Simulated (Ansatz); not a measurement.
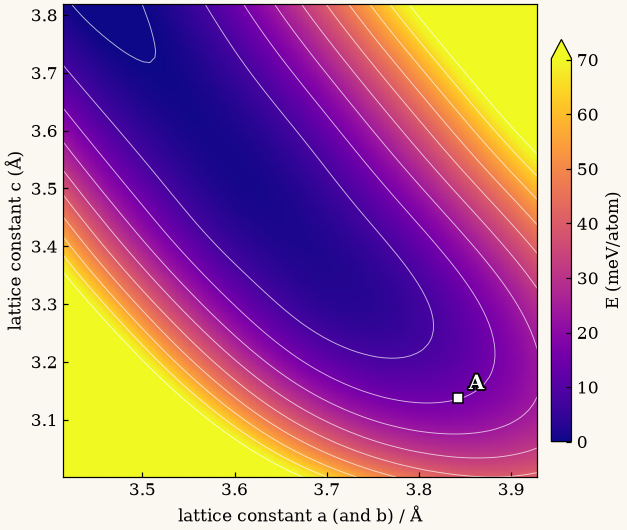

Mg (I4/mmm, No. 139; 1 atom in the cell). The energy is mapped over the lattice constants a and c of the conventional cell. The first coordinate is: lattice constant a (and b); the second: lattice constant c. Nothing is relaxed (symmetry fixes all fractional coordinates). The scan uses a 7 × 7 grid. Points are written as (first, second). Energies are in meV/atom, from the lowest grid point. These are results of Ansatz, DFT PBE, scalar-relativistic, plane waves, PAW, not measurements. Settings: cutoff 520 eV, k-mesh 18×18×18, gaussian smearing 0.15 eV, no spin polarisation.

The picture shows a smooth colour map with a few white contour lines, one colour for all values above the top of the scale, the point A. Between grid points the surface is interpolated.

**Which way does the force act at A, and how strong is it?**

A, at (3.842 Å, 3.137 Å), is not a stationary point. The computed force is 47 meV/atom for each Å towards smaller values of lattice constant a (and b) and 102 meV/atom for each Å towards larger values of lattice constant c.
